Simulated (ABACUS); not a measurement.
## PtS2: single-point calculation (part 1 of 2)

System: PtS2 (P1, 3 atoms in the cell).
Method: Kohn-Sham DFT of a periodic cell, PBEsol, PseudoDojo NC SR 0.4.1 PBEsol standard, no spin polarisation (ABACUS 3.10.1).

The structure derives from an entry of the Crystallography Open Database. It belongs to a series of runs on one base structure; here: atoms moved at random by about 0.05 A.

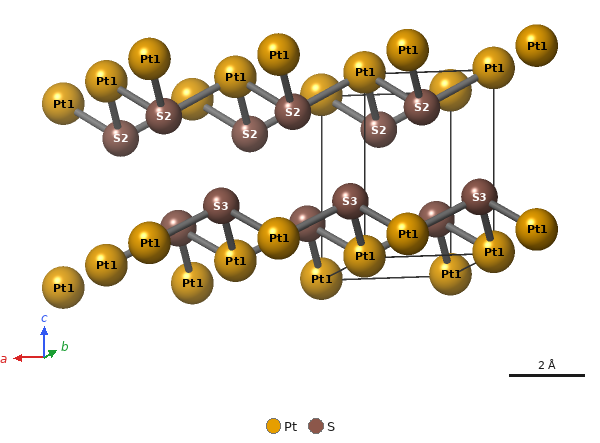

The structure as given in the input (ball-and-stick view of the cell of the calculation, repeated 3 × 2 × 1, seen at an oblique angle; atoms are numbered from 1 in the order of the input). An atom can appear more than once, as a periodic image. Near neighbours in the periodic cell (some may lie outside the picture): Pt has 6 S at 2.31 to 2.38 Å; S has 3 Pt at 2.31 to 2.38 Å.

## Input file
```
INPUT_PARAMETERS
suffix              PtS2
calculation         scf
basis_type          pw
pseudo_dir          ./
symmetry            1
dft_functional      pbesol
ecutwfc             84
pseudo_rcut         7
nspin               1
nbands              19
ks_solver           dav
smearing_method     fd
smearing_sigma      0.00367493
scf_thr             1e-08
scf_nmax            100
mixing_type         broyden
mixing_beta         0.7
cal_force           1
cal_stress          1
kpar                4
```

## File STRU
```
ATOMIC_SPECIES
Pt 195.0840 Pt.upf
S 32.0600 S.upf

LATTICE_CONSTANT
1.8897261246

LATTICE_VECTORS
3.5432000000 0.0000000000 0.0000000000
-1.7716000000 3.0685012107 0.0000000000
0.0000000000 0.0000000000 5.0388000000

ATOMIC_POSITIONS
Direct

Pt
0.0
1
-0.0005740000 -0.0065100000 0.0100490000 1 1 1

S
0.0
2
0.6671830000 0.3310740000 0.7716870000 1 1 1
0.3350640000 0.6714820000 0.2343540000 1 1 1
```

## File KPT
```
K_POINTS
0
Gamma
9 9 5 0 0 0
```

Launch command:
```bash
OMP_NUM_THREADS=1 mpirun -np 4 abacus > log
```

## Output
```
ABACUS v3.10.1

               Atomic-orbital Based Ab-initio Computation at UStc

 ------------------------------------------------------------------------------------

 READING GENERAL INFORMATION
                           global_out_dir = OUT.PtS2/
                           global_in_card = INPUT
                               pseudo_dir = ./
                              orbital_dir =
                                    DSIZE = 4
                                    GSIZE = 1

 READING UNITCELL INFORMATION
                                    ntype = 2
                  lattice constant (Bohr) = 1.88973
              lattice constant (Angstrom) = 1

 READING ATOM TYPE 1
                               atom label = Pt
                      L=0, number of zeta = 1
                      L=1, number of zeta = 1
                      L=2, number of zeta = 1
             number of atom for this type = 1

 READING ATOM TYPE 2
                               atom label = S
                      L=0, number of zeta = 1
                      L=1, number of zeta = 1
                      L=2, number of zeta = 1
             number of atom for this type = 2

                        TOTAL ATOM NUMBER = 3
DIRECT COORDINATES
    atom                   x                   y                   z     mag                  vx                  vy                  vz
taud_Pt1            0.9994260000        0.9934900000        0.0100490000  0.0000        0.0000000000        0.0000000000        0.0000000000
taud_S1            0.6671830000        0.3310740000        0.7716870000  0.0000        0.0000000000        0.0000000000        0.0000000000
taud_S2            0.3350640000        0.6714820000        0.2343540000  0.0000        0.0000000000        0.0000000000        0.0000000000

                          Volume (Bohr^3) = 369.697
                             Volume (A^3) = 54.7833

 Lattice vectors: (Cartesian coordinate: in unit of a_0)
              +3.5432                  +0                  +0
              -1.7716             +3.0685                  +0
                   +0                  +0             +5.0388
 Reciprocal vectors: (Cartesian coordinate: in unit of 2 pi/a_0)
            +0.282231           +0.162946                  -0
                   -0           +0.325892                  -0
                   +0                  -0            +0.19846
 The esolver type has been set to : ksdft_pw

                PAO radial cut off (Bohr) = 7

 Read in pseudopotential file is Pt.upf
                     pseudopotential type = NC
          exchange-correlation functional = PBESOL
                 nonlocal core correction = 1
                        valence electrons = 18
                                     lmax = 3
                           number of zeta = 4
                     number of projectors = 8
                           L of projector = 0
                           L of projector = 0
                           L of projector = 1
                           L of projector = 1
                           L of projector = 2
                           L of projector = 2
                           L of projector = 3
                           L of projector = 3
                PAO radial cut off (Bohr) = 7

 Read in pseudopotential file is S.upf
                     pseudopotential type = NC
          exchange-correlation functional = PBESOL
                 nonlocal core correction = 1
                        valence electrons = 6
                                     lmax = 2
                           number of zeta = 2
                     number of projectors = 6
                           L of projector = 0
                           L of projector = 0
                           L of projector = 1
                           L of projector = 1
                           L of projector = 2
                           L of projector = 2
     initial pseudo atomic orbital number = 18

 SETUP THE ELECTRONS NUMBER
            electron number of element Pt = 18
      total electron number of element Pt = 18
             electron number of element S = 6
       total electron number of element S = 12
            AUTOSET number of electrons:  = 30
                           occupied bands = 15
                                   NBANDS = 19
                                   NLOCAL = 27

%%%%%%%%%%%%%%%%%%%%%%%%%%%%%%%%%%%%%%%%%%%%%%%%%%%%%%%%%%%%%%%%%%%%%%%%%%%%%%%%%%%%%%%%%%%%%%%%%%%%%%%%%%
 Warning: the number of valence electrons in pseudopotential > 10 for Pt: [Xe] 4f14 5d9 6s1
 Pseudopotentials with additional electrons can yield (more) accurate outcomes, but may be less efficient.
 If you're confident that your chosen pseudopotential is appropriate, you can safely ignore this warning.
%%%%%%%%%%%%%%%%%%%%%%%%%%%%%%%%%%%%%%%%%%%%%%%%%%%%%%%%%%%%%%%%%%%%%%%%%%%%%%%%%%%%%%%%%%%%%%%%%%%%%%%%%%

 SETUP THE PLANE WAVE BASIS
 energy cutoff for charge/potential (unit:Ry) = 336
            fft grid for charge/potential = [ 40, 40, 60 ]
                        fft grid division = [ 1, 1, 1 ]
        big fft grid for charge/potential = [ 40, 40, 60 ]
                                     nbxx = 96000
                                     nrxx = 96000

 SETUP PLANE WAVES FOR CHARGE/POTENTIAL
                    number of plane waves = 38389
                         number of sticks = 1039

 PARALLEL PW FOR CHARGE/POTENTIAL
     PROC   COLUMNS(POT)             PW
        1           1039          38389
 --------------- sum -------------------
        1           1039          38389
                            number of |g| = 1786
                                  max |g| = 30.393
                                  min |g| = 0

----------- Double Check Mixing Parameters Begin ------------
mixing_type: broyden
mixing_beta: 0.7
mixing_gg0: 1
mixing_gg0_min: 0.1
mixing_ndim: 8
----------- Double Check Mixing Parameters End ------------

 LATTICE VECTORS: (CARTESIAN COORDINATE: IN UNIT OF A0)
              +3.5432                  +0                  +0
              -1.7716             +3.0685                  +0
                   +0                  +0             +5.0388
                       right hand lattice = 1
                                   NORM_A = 3.5432
                                   NORM_B = 3.5432
                                   NORM_C = 5.0388
                           ALPHA (DEGREE) = 90
                           BETA  (DEGREE) = 90
                           GAMMA (DEGREE) = 120

 The lattice vectors have been changed (STRU_SIMPLE.cif)

(for optimal symmetric configuration:)
                             BRAVAIS TYPE = 4
                     BRAVAIS LATTICE NAME = 04. Hexagonal cell
                                    ibrav = 4
                                    IBRAV = 4
                                  BRAVAIS = HEXAGONAL CELL
                       LATTICE CONSTANT A = 3.5432
                                C/A RATIO = 1.4221
Original cell was already a primitive cell.
                        ROTATION MATRICES = 24
              PURE POINT GROUP OPERATIONS = 1
                   SPACE GROUP OPERATIONS = 1
                              POINT GROUP = C_1
               POINT GROUP IN SPACE GROUP = C_1

 SETUP K-POINTS
                                    nspin = 1
                   Input type of k points = Monkhorst-Pack(Gamma)
                                   nkstot = 405
                       right hand lattice = 1
(for reciprocal lattice: )
                             BRAVAIS TYPE = 4
                     BRAVAIS LATTICE NAME = 04. Hexagonal cell
                                    ibrav = 4
                       right hand lattice = 1
(for k-lattice: )
                             BRAVAIS TYPE = 4
                     BRAVAIS LATTICE NAME = 04. Hexagonal cell
                                    ibrav = 4
                       right hand lattice = 1
                        ROTATION MATRICES = 24
                               nkstot_ibz = 203
K-POINTS REDUCTION ACCORDING TO SYMMETRY
     IBZ    DIRECT_X    DIRECT_Y    DIRECT_Z  WEIGHT  ibz2bz
       1  0.00000000  0.00000000  0.00000000  0.0025       0
       2  0.11111111  0.00000000  0.00000000  0.0049       1
       3  0.22222222  0.00000000  0.00000000  0.0049       2
       4  0.33333333  0.00000000  0.00000000  0.0049       3
       5  0.44444444  0.00000000  0.00000000  0.0049       4
       6  0.00000000  0.11111111  0.00000000  0.0049       9
       7  0.11111111  0.11111111  0.00000000  0.0049      10
       8  0.22222222  0.11111111  0.00000000  0.0049      11
       9  0.33333333  0.11111111  0.00000000  0.0049      12
      10  0.44444444  0.11111111  0.00000000  0.0049      13
      11  0.44444444 -0.11111111  0.00000000  0.0049      14
      12  0.33333333 -0.11111111  0.00000000  0.0049      15
      13  0.22222222 -0.11111111  0.00000000  0.0049      16
      14 -0.11111111  0.11111111  0.00000000  0.0049      17
      15  0.00000000  0.22222222  0.00000000  0.0049      18
      16  0.11111111  0.22222222  0.00000000  0.0049      19
      17  0.22222222  0.22222222  0.00000000  0.0049      20
      18  0.33333333  0.22222222  0.00000000  0.0049      21
      19  0.44444444  0.22222222  0.00000000  0.0049      22
      20  0.44444444 -0.22222222  0.00000000  0.0049      23
      21  0.33333333 -0.22222222  0.00000000  0.0049      24
      22 -0.22222222  0.22222222  0.00000000  0.0049      25
      23 -0.11111111  0.22222222  0.00000000  0.0049      26
      24  0.00000000  0.33333333  0.00000000  0.0049      27
      25  0.11111111  0.33333333  0.00000000  0.0049      28
      26  0.22222222  0.33333333  0.00000000  0.0049      29
      27  0.33333333  0.33333333  0.00000000  0.0049      30
      28  0.44444444  0.33333333  0.00000000  0.0049      31
      29  0.44444444 -0.33333333  0.00000000  0.0049      32
      30 -0.33333333  0.33333333  0.00000000  0.0049      33
[... 173 further k points ...]

                               nkstot now = 203
[... K-POINTS DIRECT COORDINATES: 203 rows ...]

           k-point number in this process = 51
       minimum distributed K point number = 50
[... stars of the k points ...]

[... K-POINTS CARTESIAN COORDINATES: 51 rows ...]

[... K-POINTS DIRECT COORDINATES: 51 rows ...]

 SETUP PLANE WAVES FOR WAVE FUNCTIONS
     energy cutoff for wavefunc (unit:Ry) = 84
              fft grid for wave functions = [ 40, 40, 60 ]
                    number of plane waves = 6259
                         number of sticks = 313

 PARALLEL PW FOR WAVE FUNCTIONS
     PROC   COLUMNS(POT)             PW
        1            313           6259
 --------------- sum -------------------
        1            313           6259

 SETUP NONLOCAL PSEUDOPOTENTIALS IN PLANE WAVE BASIS
 Pt non-local projectors:
 projector 1 L=0
 projector 2 L=0
 projector 3 L=1
 projector 4 L=1
 projector 5 L=2
 projector 6 L=2
 projector 7 L=3
 projector 8 L=3
 S non-local projectors:
 projector 1 L=0
 projector 2 L=0
 projector 3 L=1
 projector 4 L=1
 projector 5 L=2
 projector 6 L=2
      TOTAL NUMBER OF NONLOCAL PROJECTORS = 68

 Init Non-Local PseudoPotential table :
 Init Non-Local-Pseudopotential done.

                                     npwx = 4823

 Make real space PAO into reciprocal space.
       max mesh points in Pseudopotential = 701
     dq(describe PAO in reciprocal space) = 0.01
                                    max q = 1104

 number of pseudo atomic orbitals for Pt is 4
WARNING: norm of atomic wavefunction # 3 of atomic type Pt is 0.999889, renormalized
WARNING: norm of atomic wavefunction # 4 of atomic type Pt is 0.997658, renormalized

 number of pseudo atomic orbitals for S is 2
WARNING: norm of atomic wavefunction # 1 of atomic type S is 0.999996, renormalized
WARNING: norm of atomic wavefunction # 2 of atomic type S is 0.999702, renormalized

 -------------------------------------------
 SELF-CONSISTENT
 -------------------------------------------
                                 init_chg = atomic

 PW ALGORITHM --------------- ION=   1  ELEC=   1--------------------------------

 Density error is 0.525110927053
                          Error Threshold = 0.01
----------------------------------------------------------
     Energy           Rydberg                 eV
----------------------------------------------------------
 E_KohnSham     -305.0004342431      -4149.7437981806
 E_Harris       -315.3024883015      -4289.9104344788
 E_Fermi        0.8726752408         11.8733557781
----------------------------------------------------------

 PW ALGORITHM --------------- ION=   1  ELEC=   2--------------------------------

 Density error is 1.04014450961
                          Error Threshold = 0.00175036975684
----------------------------------------------------------
     Energy           Rydberg                 eV
----------------------------------------------------------
 E_KohnSham     -305.0984530786      -4151.0774128542
 E_Harris       -290.4325575905      -3951.5376679446
 E_Fermi        0.8199166232         11.1555379599
```
